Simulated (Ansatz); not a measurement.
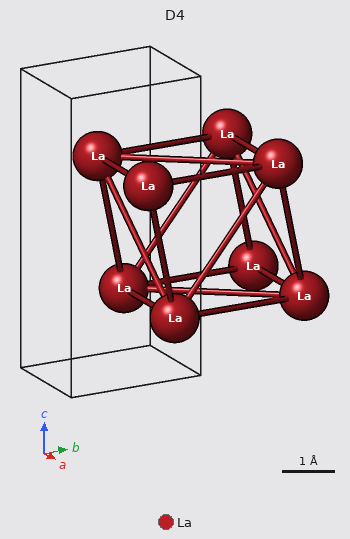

Solid La (set up in P6_3/mmc), relaxed (cell and atoms) with several dispersion corrections. The picture shows the result with D4. A ball-and-stick model of the cell of the calculation, repeated 2 × 2 × 1 with one cell outlined, seen slightly off an axis.

Computed with Ansatz 0.2.0: PBEsol, Ansatz PAW. Settings: plane-wave cutoff 420 eV; k-point mesh 8 × 8 × 5; occupations fermi-dirac; smearing width 0.05 eV; no spin polarisation; cell and atoms relaxed; force threshold 0.01 eV/Å.

```json
{"dispersion correction": "none", "volume (Å³/atom)": "?", "a (Å)": "?", "c (Å)": "?"}
{"dispersion correction": "D4", "volume (Å³/atom)": "33.454", "a (Å)": "3.618", "c (Å)": "5.902"}
{"dispersion correction": "D3(BJ)", "volume (Å³/atom)": "30.871", "a (Å)": "3.510", "c (Å)": "5.787"}
{"dispersion correction": "D3(BJ)-ATM", "volume (Å³/atom)": "31.283", "a (Å)": "3.527", "c (Å)": "5.809"}
```

One row is withheld. What does the calculation give there?

With none the volume is the largest of the series, above D4 (33.454). The calculation gives 34.768 Å³/atom (a = 3.681 Å, c = 5.926 Å). In order of volume: D3(BJ) < D3(BJ)-ATM < D4 < none; the spread is 12.6 %.

Each member starts from this one structure; whether another phase lies lower wasn't checked.
